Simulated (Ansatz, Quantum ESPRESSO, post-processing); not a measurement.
# honeycomb AlN, 2 layers, AB' stacking: response to a perpendicular field, part 5 of 5

How does honeycomb AlN, 2 layers, AB' stacking respond to a gate-like field without added charge?

Quantum ESPRESSO 7.5; plane-wave DFT, PBE, SG15 norm-conserving pseudopotentials; geometry and cross-check by Ansatz 0.2.0 with PAW datasets.

So far. Step 13 (Bands along a path: field -0.2 V/Å): Along this path the valence top lies at K and the conduction bottom at Γ. Step 14 (Valence density): The density integrates to 32.000 electrons, as the 32 of the input ask.

### Step 17. Polarisability from the dipole between 0 and 0.1 V/A

This step gave:

```
change of slope in the vacuum : 0.09999 eV/Å
polarisability a cell         : 3.619 Å³
sheet polarisability 4πα/A    : 5.397 Å
```

Change of the potential energy, second field less first against z:

| z (Å) | change of the potential energy, second field less first (eV) |
| --- | --- |
| 0 | -0.372 |
| 2 | -0.545 |
| 4 | -0.345 |
| 6 | -0.149 |
| 8 | -0.0557 |
| 10 | -0.00906 |
| 12 | 0.0529 |
| 14 | 0.124 |
| 16 | 0.316 |
| 18 | 0.516 |
| 20 | 0.149 |

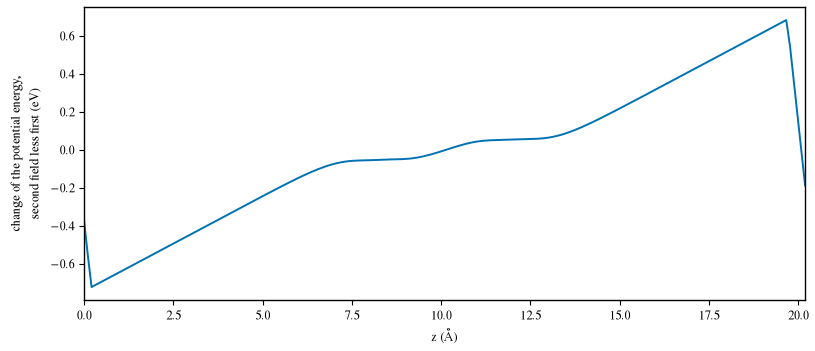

Change of the potential energy, second field less first, plotted against z.

### Step 18. Dipole against field

The dipole along the normal, dipole moment by applied field:

| applied field (V/Å) | dipole along the normal, dipole moment (e·Å) |
| --- | --- |
| -0.200 | -0.0503 |
| 0.000 | 0 |
| 0.100 | 0.0251 |
| 0.200 | 0.0503 |

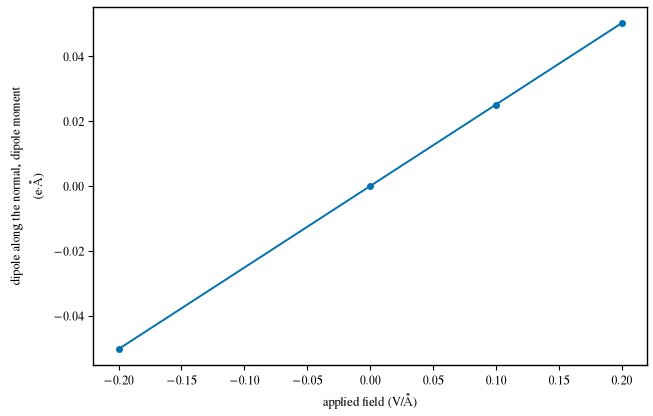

Dipole along the normal, dipole moment against applied field.

### Step 19. Cross-check with Ansatz: field 0.1 V/Å

As a check, the same structure is run in Ansatz.

Level of this step: plane-wave DFT, PBE, Ansatz PAW (Ansatz 0.2.0).

Contents of input.yaml:

```yaml
crystal:
  lattice:
    - [3.1190952422, 0.0, 0.0]
    - [-1.5595476211, 2.7012157166, 0.0]
    - [0.0, 0.0, 20.3]
  atoms:
    - { symbol: "N", position: [0.6666666667, 0.3333333333, 0.4075142842] }
    - { symbol: Al, position: [0.3333333333, 0.6666666667, 0.4080577366] }
    - { symbol: "N", position: [0.6666666667, 0.3333333333, 0.5924858094] }
    - { symbol: Al, position: [0.0, 0.0, 0.5919421698] }
kpoints:
  mp_grid: { grid: [12, 12, 1] }
hamiltonian:
  xc: pbe
scf:
  occupations: { method: fermi_dirac, width: 0.054 }
  convergence: { dr2_threshold: 1.0e-09 }
efield:
  axis: 3
  dipole_correction: true
  ramp_position: 0.97
  ramp_width: 0.04
  amplitude: 0.1
output:
  write_potential: true
  write_density: true
  volumetric_format: npy
```

On the command line:

```console
$ ansatz run input.yaml --threads 4 --pin off --max-ram 8192MiB --backend cpu --events-out ev --progress --plain --runs-dir out
```

Numbers of over 12 decimals in the logs are rounded to 6 here.

Output:

```text
[...]
Crystal: 4 atoms, lattice volume = 171.035 Å³
Basis set: ecut = 420 eV, 3319 PW (Γ)
Bands: 12, of which v1, the nominal top of the filled ones, is band 8 counted from 1 (7 counted from 0)
Symmetry: 6 space group operations
k-points: 19 of 144 (time reversal used)
[...]
SCF iter   1: F=—  HF=-1853.898447 eV  |F-HF|=—  |Δ(HF+E_count)|=         —  Δρ=1.03e-1  dr2=2.51e1  ethr=3.10e-3  p=0.032 e·Å  D=3.43e-2 V/Å  ΔV_dip=-0.70 eV  dr2_dipole=4.38e-4  V_vac-E_F(+/−)=9.69/8.51 eV  ⟨swp⟩=7.5  Hψ=1779  notcnv=0
[...]
SCF iter  12: F=-1846.446779 eV  HF=-1846.446779 eV  |F-HF|=3.24e-10  |Δ(HF+E_count)|=   3.07e-9  Δρ=5.04e-7  dr2=4.84e-10  ethr=6.25e-12  p=0.025 e·Å  D=2.67e-2 V/Å  ΔV_dip=-0.54 eV  dr2_dipole=9.56e-14  V_vac-E_F(+/−)=4.58/3.25 eV  ⟨swp⟩=4.9  Hψ=1043  notcnv=0
SCF 1 converged in 12 iterations: F = -1846.446779 eV  dr2 = 4.84e-10
[...]
SCF converged after 12 iterations
Free energy (F): -1846.446779 eV
[...]
Internal energy: -1846.446779 eV  (E = F + TS)
E sigma→0 (E₀):  -1846.446779 eV
Fermi energy:    -0.903390 eV
Dipole field:    D = 0.026678 V/Å  (p = 0.025216 e·Å, saw-weighted, corrected)
Work function:   not extracted (applied field tilts the vacuum); planar V_es + V_field profile in the machine report
[...]
--- Band table (eV; the first three rows and the last of 19) ---
  k-point 0: bands = [... 4 lower, -3.0890, -3.0890, -2.9800, -2.9800, 0.1924, 1.6133, 2.6535, 3.4679]
  k-point 1: bands = [... 4 lower, -3.4731, -3.3475, -3.1451, -3.0356, 0.4824, 1.8187, 2.7971, 3.5746]
  k-point 2: bands = [... 4 lower, -4.2296, -3.7125, -3.2924, -3.1818, 1.1146, 2.2931, 3.1644, 3.8271]
  k-point 18: bands = [... 4 lower, -5.9619, -5.8774, -2.5542, -2.0899, 3.3554, 3.4305, 5.3047, 5.4146]
```

It took 2.1 s on 4 threads of Arm Neoverse V2, shared host; peak memory 0.36 GiB.

Numbers from this step:

```
free energy             : -1846.4468 eV
Fermi energy            : -0.9034 eV
gap by band count       : 2.282 eV
dipole along the normal : 0.02522 e·Å
```

At 0.1 V/Å Ansatz's dipole is 0.0252 e Å against 0.0251 from pw.x.

### Step 20. The same in Ansatz: field -0.1 V/Å

input.yaml, as its differences from the input of step 19:

```diff
@@ -22,3 +22,3 @@
   ramp_width: 0.04
-  amplitude: 0.1
+  amplitude: -0.1
 output:
```

Output:

```text
[...]
Crystal: 4 atoms, lattice volume = 171.035 Å³
Basis set: ecut = 420 eV, 3319 PW (Γ)
Bands: 12, of which v1, the nominal top of the filled ones, is band 8 counted from 1 (7 counted from 0)
Symmetry: 6 space group operations
k-points: 19 of 144 (time reversal used)
[...]
--- Band table (eV; the first three rows and the last of 19) ---
  k-point 0: bands = [... 4 lower, -3.1188, -3.1188, -3.0098, -3.0098, 0.1626, 1.5837, 2.6533, 3.4607]
  k-point 1: bands = [... 4 lower, -3.5029, -3.3773, -3.1748, -3.0654, 0.4526, 1.7892, 2.7958, 3.5823]
  k-point 2: bands = [... 4 lower, -4.2594, -3.7423, -3.3222, -3.2116, 1.0848, 2.2636, 3.1540, 3.8522]
  k-point 18: bands = [... 4 lower, -5.9917, -5.9072, -2.5840, -2.1197, 3.3257, 3.4007, 5.2750, 5.3848]
[key lines of the parts left out:]
SCF converged after 12 iterations
Free energy (F): -1846.446779 eV
Fermi energy:    -0.933152 eV
Dipole field:    D = -0.026679 V/Å  (p = -0.025217 e·Å, saw-weighted, corrected)
```

Wall time 1.7 s (4 threads); peak memory 0.36 GiB.

Read from the output:

```
Fermi energy            : -0.9332 eV
dipole along the normal : -0.02522 e·Å
```

### Step 21. Dipole against field, Ansatz

The dipole along the normal, dipole moment by applied field:

| applied field (V/Å) | dipole along the normal, dipole moment (e·Å) |
| --- | --- |
| -0.1000 | -0.0252 |
| 0.0000 | 4.3e-7 |
| 0.1000 | 0.0252 |

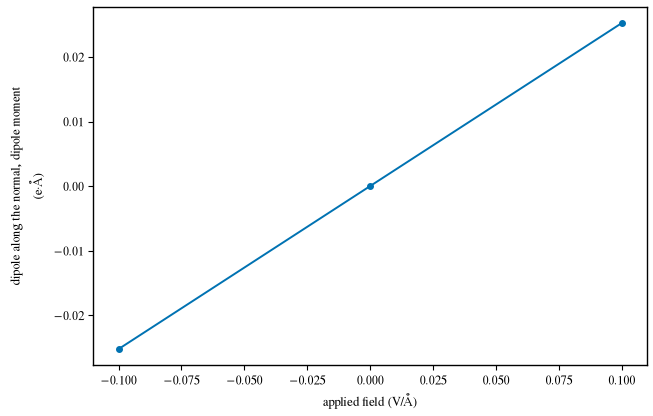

Dipole along the normal, dipole moment, plotted against applied field.

### Step 22. Ground state, with K_POINTS = [8, 8, 1]

A sensitivity test on the input.

Level of this step: plane-wave DFT, PBE, SG15 norm-conserving pseudopotentials (Quantum ESPRESSO 7.5).

Contents of f1.w0.in:

```
&control
  prefix = 'f1.w0'
  outdir = './out'
  pseudo_dir = './pseudo'
  calculation = 'scf'
  tprnfor = .true.
  tefield = .true.
  dipfield = .true.
/
&system
  ibrav = 0
  nat = 4
  ntyp = 2
  ecutwfc = 60
  ecutrho = 240
  occupations = 'smearing'
  smearing = 'fd'
  degauss = 0.004
  edir = 3
  emaxpos = 0.97
  eopreg = 0.04
  eamp = 0.00194469
/
&electrons
  conv_thr = 1e-09
  mixing_beta = 0.4
  electron_maxstep = 120
  mixing_mode = 'plain'
/
ATOMIC_SPECIES
  N   14.0070  N_ONCV_PBE-1.2.upf
  Al  26.9815  Al_ONCV_PBE-1.2.upf
CELL_PARAMETERS angstrom
  3.11909524224429 -0.00000000000000 0.00000000000000
  -1.55954762112215 2.70121571660673 0.00000000000000
  0.00000000000000 0.00000000000000 20.30000000000000
ATOMIC_POSITIONS crystal
  N   0.666666666667 0.333333333333 0.407514284202
  Al  0.333333333333 0.666666666667 0.408057736613
  N   0.666666666667 0.333333333333 0.592485809428
  Al  -0.000000000000 -0.000000000000 0.591942169756
K_POINTS automatic
  8 8 1 0 0 0
```

On the command line:

```console
$ OMP_NUM_THREADS=1 mpirun -n 4 pw.x -nk 4 -in f1.w0.in > f1.w0.out
```

Output:

```text
[banner, memory and clock lines left out]
Program PWSCF v.7.5 starts
[citation notice left out]

[...]
bravais-lattice index     =            0
     lattice parameter (alat)  =       5.8942  a.u.
     unit-cell volume          =    1154.1986 (a.u.)^3
     number of atoms/cell      =            4
     number of atomic types    =            2
     number of electrons       =        32.00
     number of Kohn-Sham states=           20
     kinetic-energy cutoff     =      60.0000  Ry
     charge density cutoff     =     240.0000  Ry
     scf convergence threshold =      1.0E-09
     mixing beta               =       0.4000
     number of iterations used =            8  plain     mixing
     Exchange-correlation= PBE
                           (   1   4   3   4   0   0   0)

[...]
PseudoPot. # 1 for N  read from file:
     ./pseudo/N_ONCV_PBE-1.2.upf
     Pseudo is Norm-conserving, Zval =  5.0
     Generated using ONCVPSP code by D. R. Hamann
     Using radial grid of  602 points,  4 beta functions with:
                l(1) =   0
                l(2) =   0
                l(3) =   1
                l(4) =   1

     PseudoPot. # 2 for Al read from file:
     ./pseudo/Al_ONCV_PBE-1.2.upf
     Pseudo is Norm-conserving, Zval = 11.0
     Generated using ONCVPSP code by D. R. Hamann
     Using radial grid of  602 points,  4 beta functions with:
                l(1) =   0
                l(2) =   0
                l(3) =   1
                l(4) =   1

     atomic species   valence    mass     pseudopotential
     N                 5.00    14.00700     N ( 1.00)
     Al               11.00    26.98150     Al( 1.00)

     No symmetry found

[...]
number of k points=    34  Fermi-Dirac smearing, width (Ry)=  0.0040
[...]
Dense  grid:    72579 G-vectors     FFT dimensions: (  30,  30, 192)

     Initial potential from superposition of free atoms

     starting charge      31.8318, renormalised to      32.0000

     negative rho (up, down):  3.130E-04 0.000E+00

     Adding external electric field

     Computed dipole along edir(3) :
        Dipole               -0.0000 Ry au,         -0.0000 Debye
        Dipole field         -0.0000 Ry au,

        E field amplitude [Ha a.u.]:  1.9447E-03
        Potential amp.        0.1432 Ry
        Total length         36.8270 bohr

     Starting wfcs are random

     per-process dynamical memory:    59.9 Mb

     Self-consistent Calculation

     iteration #  1     ecut=    60.00 Ry     beta= 0.40
     Davidson diagonalization with overlap
     ethr =  1.00E-02,  avg # of iterations = 10.8

     negative rho (up, down):  4.041E-05 0.000E+00

     Adding external electric field

     Computed dipole along edir(3) :
        Dipole                0.0276 Ry au,          0.0701 Debye
        Dipole field          0.0003 Ry au,

        E field amplitude [Ha a.u.]:  1.9447E-03
        Potential amp.        0.1211 Ry
        Total length         36.8270 bohr

     total energy              =    -316.54333491 Ry
     estimated scf accuracy    <       1.60231383 Ry

     iteration #  2     ecut=    60.00 Ry     beta= 0.40
[...]
negative rho (up, down):  7.969E-07 0.000E+00

[...]
Dipole                0.0544 Ry au,          0.1382 Debye
[...]
E field amplitude [Ha a.u.]:  1.9447E-03
[...]
total energy              =    -316.87657746 Ry
     estimated scf accuracy    <       0.04680577 Ry

     iteration #  3     ecut=    60.00 Ry     beta= 0.40
[...]
Dipole                0.0222 Ry au,          0.0564 Debye
[...]
E field amplitude [Ha a.u.]:  1.9447E-03
[...]
total energy              =    -316.87672243 Ry
     estimated scf accuracy    <       0.01570420 Ry

     iteration #  4     ecut=    60.00 Ry     beta= 0.40
[...]
Dipole                0.0506 Ry au,          0.1285 Debye
[...]
E field amplitude [Ha a.u.]:  1.9447E-03
[...]
total energy              =    -316.87793096 Ry
     estimated scf accuracy    <       0.00337935 Ry

     iteration #  5     ecut=    60.00 Ry     beta= 0.40
[...]
Dipole                0.0473 Ry au,          0.1204 Debye
[...]
E field amplitude [Ha a.u.]:  1.9447E-03
[...]
total energy              =    -316.87807021 Ry
     estimated scf accuracy    <       0.00036948 Ry

     iteration #  6     ecut=    60.00 Ry     beta= 0.40
[...]
Dipole                0.0473 Ry au,          0.1203 Debye
[...]
E field amplitude [Ha a.u.]:  1.9447E-03
[...]
total energy              =    -316.87819260 Ry
     estimated scf accuracy    <       0.00009631 Ry

[...]
iteration #  9     ecut=    60.00 Ry     beta= 0.40
[...]
Dipole                0.0474 Ry au,          0.1206 Debye
[...]
E field amplitude [Ha a.u.]:  1.9447E-03
[...]
total energy              =    -316.87821036 Ry
     estimated scf accuracy    <       0.00000013 Ry

     iteration # 10     ecut=    60.00 Ry     beta= 0.40
[...]
Dipole                0.0475 Ry au,          0.1206 Debye
[...]
E field amplitude [Ha a.u.]:  1.9447E-03
[...]
total energy              =    -316.87821040 Ry
     estimated scf accuracy    <       0.00000003 Ry

     iteration # 11     ecut=    60.00 Ry     beta= 0.40
[...]
Dipole                0.0475 Ry au,          0.1206 Debye
[...]
E field amplitude [Ha a.u.]:  1.9447E-03
[...]
total energy              =    -316.87821040 Ry
     estimated scf accuracy    <          2.6E-09 Ry

     iteration # 12     ecut=    60.00 Ry     beta= 0.40
[...]
Dipole                0.0475 Ry au,          0.1206 Debye
[...]
E field amplitude [Ha a.u.]:  1.9447E-03
[...]
End of self-consistent calculation

          k = 0.0000 0.0000 0.0000 (  9113 PWs)   bands (ev):

  -102.4767-102.3699 -64.2593 -64.1526 -63.9099 -63.9099 -63.8031 -63.8031
   -15.5256 -15.3816  -4.5715  -3.5298  -2.5212  -2.5212  -2.4110  -2.4110
     0.7659   2.1863   3.2360   4.0456

          k = 0.0000 0.1443 0.0000 (  9077 PWs)   bands (ev):

  -102.4764-102.3696 -64.2592 -64.1525 -63.9111 -63.9102 -63.8042 -63.8034
   -15.3565 -15.2150  -4.3522  -3.3995  -3.2901  -3.1424  -2.6453  -2.5344
     1.3505   2.6105   3.5441   4.2605

[...]
the Fermi energy is    -0.3186 ev

!    total energy              =    -316.87821040 Ry
     estimated scf accuracy    <          3.7E-11 Ry
     smearing contrib. (-TS)   =      -0.00000000 Ry
     internal energy E=F+TS    =    -316.87821040 Ry

     The total energy is F=E-TS. E is the sum of the following terms:
     one-electron contribution =   -1479.31863978 Ry
     hartree contribution      =     719.68193484 Ry
     xc contribution           =     -41.70905454 Ry
     ewald contribution        =     484.46770916 Ry
     electric field correction =      -0.00016008 Ry

     convergence has been achieved in  12 iterations

     Forces acting on atoms (cartesian axes, Ry/au):

     atom    1 type  1   force =    -0.00000010    0.00000009   -0.00144774
     atom    2 type  2   force =    -0.00000002    0.00000003   -0.00116991
     atom    3 type  1   force =    -0.00000016   -0.00000002   -0.00129297
     atom    4 type  2   force =     0.00000028   -0.00000009    0.00391061

     Total force =     0.004520     Total SCF correction =     0.000009

[...]
```

The job ended after 28 s (4 MPI ranks; peak memory 0.44 GiB).

The changed values were drawn from a wide range, not chosen for quality; the comparison shows what they did here together.

Beside the run it was changed from:

| quantity | this run | unchanged run | difference |
| --- | --- | --- | --- |
| dipole along the normal (e·Å) | 0.02511 | 0.02513 | -2.1e-5 |
| free energy (eV) | -4311.348 | -4311.348 | 6.1e-4 |
| wall time (s) | 28 | 47 |  |
| SCF iterations | 12 | 7 |  |

The free energy moves by +0.15 meV an atom.

This run starts from superposed atoms, the unchanged one from a saved density, so their iteration counts don't compare.

The physical values in this table move by up to 0.083 %.

### Step 23. By hand

α = Δp/E = (0.02513 − (0.00000)) e Å / 0.1 V/Å = 0.2513 e Å²/V; times e/(4πε₀) = 14.40 V Å this is 3.618 Å³. With A = 8.425 Å², 4πα/A = 5.397 Å.

### Step 24. What came out

| Quantity | Value |
| --- | --- |
| polarisability along the normal, a cell | 3.62 Å³ |
| sheet polarisability 4πα/A | 5.40 Å |
| dipole without a field | 0 e·Å |
| Kohn-Sham ionisation potential, upper face | 5.17 eV |
| gap along the path at 0 V/Å | 2.30 eV |
| gap along the path at 0.2 V/Å | 2.25 eV |
| gap along the path at -0.2 V/Å | 2.25 eV |

What this shows: The sheet answers a field with a polarisability of 3.62 Å³ a cell, or 4πα/A = 5.40 Å (PBE, SG15 norm-conserving). In pw.x the dipole follows the field linearly over the range tried. A perfect conductor 5.40 Å thick would screen alike; the outer atoms lie 3.75 Å apart. At 0.1 V/Å the sheet takes 0.540 eV off the potential drop. At 0.2 V/Å the gap along the path goes from 2.30 to 2.25 eV. Quantum ESPRESSO and Ansatz give 3.619 and 3.631 Å³ for the polarisability (pw.x from 0 and 0.1 V/Å, Ansatz from ±0.1 V/Å), which agree. The ions stay at their zero-field places, so this is the electrons' response alone. Semilocal gaps are too small, and in strong fields empty levels can belong to the vacuum.

[Logs are printed without paths, hosts, clocks, repeated set-up lines and the standing remarks that a program may print on its own settings, such as how far it seeks lower states.]

[Hosts, paths, dates, database ids (printed as entryN), source tags and the programs' standing remarks are cut or masked in the printed files.]

[Maps of the electrostatic potential energy from Ansatz leave out the sawtooth potential of an applied field or a dipole correction, so their vacuum need not be flat; planar profiles and work functions include it.]
